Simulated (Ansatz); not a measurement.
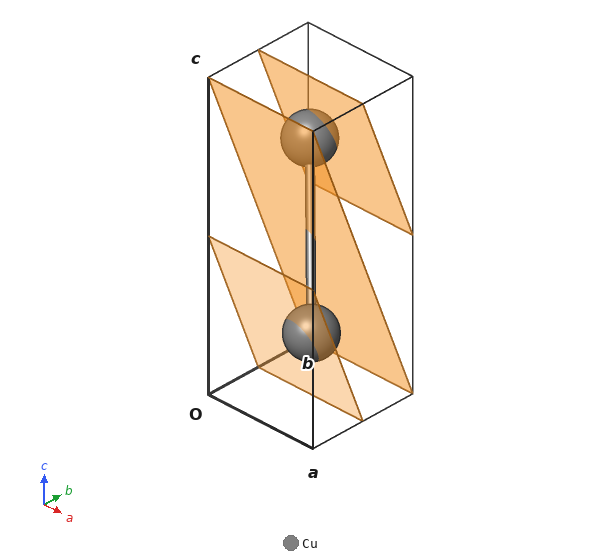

Every member of one family of equally spaced planes, hx + ky + lz = a whole number, that cuts the unit cell is shaded (one member passes through the origin O, touching the cell only at an edge or corner). Crystal: Cu, coordinates from a relaxation at fixed volume with DFT r2SCAN, scalar-relativistic, plane waves, PAW (Ansatz); the starting structure was generated, so it need not be a known form of this composition. Geometry calculated from the standardised cell; symmetry tolerance 0.002 Å.

a = 2.569 Å, b = 2.569 Å, c = 4.189 Å, α = 90.00°, β = 90.00°, γ = 120.00°.

**Index the planes.**

(0 2 2), in four indices (0 2 −2 2); the opposite sign names the same planes. The member next to the origin meets the axes a never, b at 1/2, c at 1/2.

**What is the spacing?**

d = 0.982 Å.

**Which atoms of the cell lie in these planes (within 0.03 Å)?**

No atom.
